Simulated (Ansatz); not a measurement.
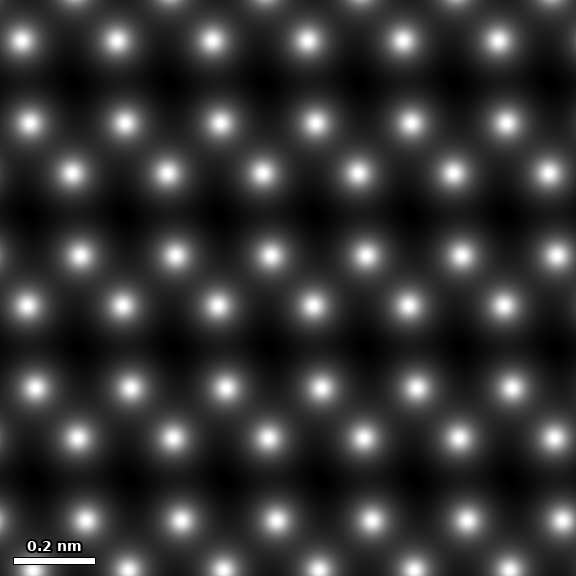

Map of the projected electrostatic potential of a crystal. Computed as the sum of neutral-atom potentials (tabulated electron scattering factors, B = 0.5 Å²) projected along the beam and smoothed by 0.25 Å; brighter is more positive. The display is stretched by a gamma of 0.7; percentages refer to the linear signal.

Question: What two-dimensional lattice does the image show, and how large is its cell?

Answer: The pattern repeats on an oblique net of 2.4 × 3.5 Å with an angle of 109°.

Question: Which plane group does this projection have?

Answer: p2: twofold rotation points, no mirror or glide lines.

Question: How many columns does the smallest repeating cell hold, and how many levels of brightness?

Answer: 2 columns in the primitive cell of 7.9 Å², all of one brightness.

The crystal is Ce (Cmcm, No. 63) seen along [111]. Structure: the geometry given to an electronic-structure calculation, possibly off equilibrium; the starting structure was generated, so it need not be a known form of this composition.
